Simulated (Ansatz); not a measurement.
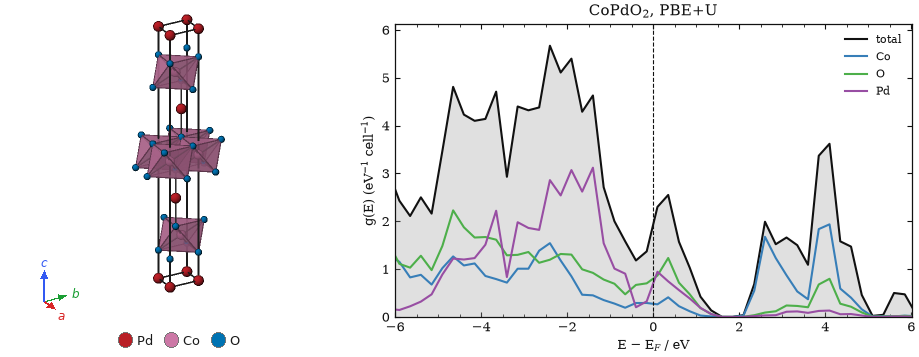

Density of states, beside the structure. Energies are counted from the Fermi level. The partial curves are projected on Löwdin-orthogonalised atomic shells.

System: CoPdO₂, space group R-3m, 4 atoms in the cell.

```cif
data_structure
_symmetry_space_group_name_H-M 'P 1'
_symmetry_Int_Tables_number 1
_cell_length_a 2.8679
_cell_length_b 2.8679
_cell_length_c 6.2319
_cell_angle_alpha 103.303
_cell_angle_beta 103.303
_cell_angle_gamma 60.000
_cell_volume 42.79
loop_
_atom_site_label
_atom_site_type_symbol
_atom_site_fract_x
_atom_site_fract_y
_atom_site_fract_z
_atom_site_occupancy
Pd1 Pd 0.00000 0.00000 0.00000 1
Co1 Co 0.50000 0.50000 0.50000 1
O1 O 0.11215 0.11215 0.33645 1
O2 O 0.88785 0.88785 0.66355 1
```

Ansatz; DFT with PBE, PAW plane waves, Ueff = 5.44 eV on Co d, 7×7×7 k mesh, Methfessel-Paxton smearing of 0.033 eV.

Q: What is the density of states at the Fermi level?

A: It is a metal. The density of states at the Fermi level is about 1.8 per eV and cell (mean within 0.25 eV), or 0.46 per atom.

Q: What carries the states at the Fermi level?

A: By projected weight, the states within 0.3 eV of the Fermi level are O (45 %), Pd (35 %) and Co (15 %).

This magnetic state lies 94 meV an atom above the lowest one found. The run is magnetic, with a net spin moment of 2.1 μB a cell, so time reversal doesn't pair the spinor levels. The atoms aren't at rest in this cell (largest force 2.1 eV/Å), so the relaxed material can differ. The cell is at 17 GPa in this functional.
